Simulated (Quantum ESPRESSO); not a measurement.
## A series of single points on CdSe

System: CdSe (P6₃mc, 4 atoms in the cell).
Method: Kohn-Sham DFT of a periodic cell, SCAN with D3(BJ), SG15 PBE 1.2, no spin polarisation (Quantum ESPRESSO 7.5).

The 7 runs differ only in the geometry, by an even scaling of the cell at fixed fractional positions. The structure derives from an entry of the Crystallography Open Database.

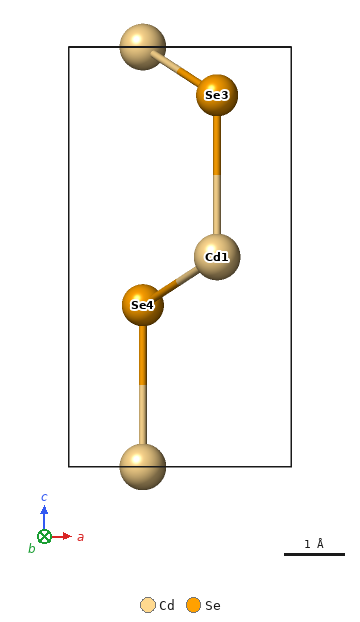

Figure 1. The structure of run 4 (ball-and-stick view of the cell of the calculation, along the b axis; atoms are numbered from 1 in the order of the input).

**Input of run 4**
```
&CONTROL
  calculation = 'scf'
  prefix = 'pwscf'
  outdir = './tmp'
  pseudo_dir = './pseudo'
  tprnfor = .true.
  tstress = .true.
  disk_io = 'nowf'
/
&SYSTEM
  ibrav = 0
  nat = 4
  ntyp = 2
  ecutwfc = 70
  nbnd = 36
  input_dft = 'scan'
  occupations = 'smearing'
  smearing = 'fd'
  degauss = 0.00367493
  vdw_corr = 'grimme-d3'
  dftd3_version = 4
  nosym = .true.
  nr1 = 48
  nr2 = 48
  nr3 = 96
/
&ELECTRONS
  conv_thr = 1d-08
  electron_maxstep = 120
  mixing_beta = 0.5
/
ATOMIC_SPECIES
Cd   112.4140 Cd_ONCV_PBE-1.2.upf
Se    78.9710 Se_ONCV_PBE-1.2.upf
CELL_PARAMETERS angstrom
   4.3000000000    0.0000000000    0.0000000000
  -2.1500000000    3.7239092363    0.0000000000
   0.0000000000    0.0000000000    7.0200000000
ATOMIC_POSITIONS crystal
Cd     0.6666666667    0.3333333333    0.5000000000
Cd     0.3333333333    0.6666666667    0.0000000000
Se     0.6666666667    0.3333333333    0.8850000000
Se     0.3333333333    0.6666666667    0.3850000000
K_POINTS automatic
5 5 3 0 0 0
```

Command:
```bash
OMP_NUM_THREADS=1 mpirun -n 2 pw.x -nk 2 -in pw.in > pw.out
```

Run 2 differs from it as follows:
```diff
-   4.3000000000    0.0000000000    0.0000000000
-  -2.1500000000    3.7239092363    0.0000000000
-   0.0000000000    0.0000000000    7.0200000000
+   4.2418847678    0.0000000000    0.0000000000
+  -2.1209423839    3.6735799689    0.0000000000
+   0.0000000000    0.0000000000    6.9251235047
```

**Results, with one run withheld**

```csv
run,volume per atom (Å³),"free energy per atom, from the lowest run given (meV)",pressure (GPa),gap on the mesh (eV)
1,26.416,31.33,5.00,1.10
2,26.978,?,?,?
3,27.540,6.57,2.12,1.01
4,28.102,1.25,0.90,0.96
5,28.665,0.00,−0.20,0.92
6,29.227,2.39,−1.18,0.87
7,29.789,8.04,−2.06,0.83
```

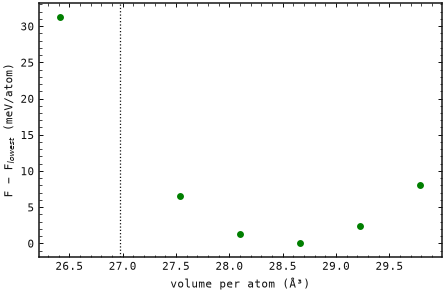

Figure 2. Free energy per atom of the runs given; the dotted line marks run 2.

What should run 2 give?

A cubic polynomial in V^(−2/3) (the Birch–Murnaghan form), fitted to the 6 runs given, misses them by under 0.01 meV per atom. With x = V^(−2/3) − 0.10780 Å⁻², it reads F = 0.53325 + 1492.5 x + 9.4626e+05 x² + 2.5007e+06 x³ (meV per atom). At run 2 it gives 16.42 meV per atom, and the run itself gives 16.41. The slope of the fit gives a pressure −dF/dV of 3.50 GPa there, and the run prints 3.48 GPa. The fit has its minimum at 28.567 Å³ per atom, where V d²F/dV² gives 53.7 GPa. Cell shape and fractional positions are held, so this is the stiffness under even scaling; the relaxed bulk modulus wasn't computed. The gap on the mesh goes, without turning, from 1.10 eV in run 1 to 0.83 eV in run 7; run 2 has 1.05 eV. These are gaps of this functional on this mesh, which can miss the band edges; they aren't the measured gap.

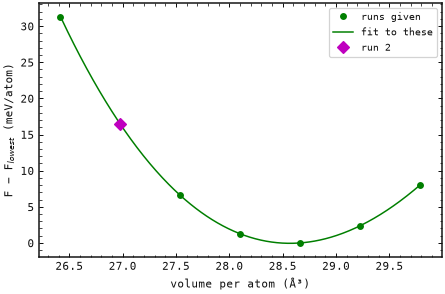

Figure 3. The fit and the withheld run.

**Some lines of the output (run 2)**
```
[...]
     total energy              =    -659.07914011 Ry
     total energy              =    -659.45836815 Ry
     total energy              =    -659.48471797 Ry
     total energy              =    -659.48585737 Ry
     total energy              =    -659.48602603 Ry
     total energy              =    -659.48603158 Ry
     total energy              =    -659.48603432 Ry
     total energy              =    -659.48603465 Ry
     total energy              =    -659.48603466 Ry
     the Fermi energy is     8.0912 ev
!    total energy              =    -659.48603467 Ry
     The total energy is F=E-TS. E is the sum of the following terms:
     Computing stress (Cartesian axis) and pressure
          total   stress  (Ry/bohr**3)                   (kbar)     P=       34.80
```

Notes: Further notes kept with the run: potentials made for another functional. Points of doubt noted for this run: potentials made for another functional.
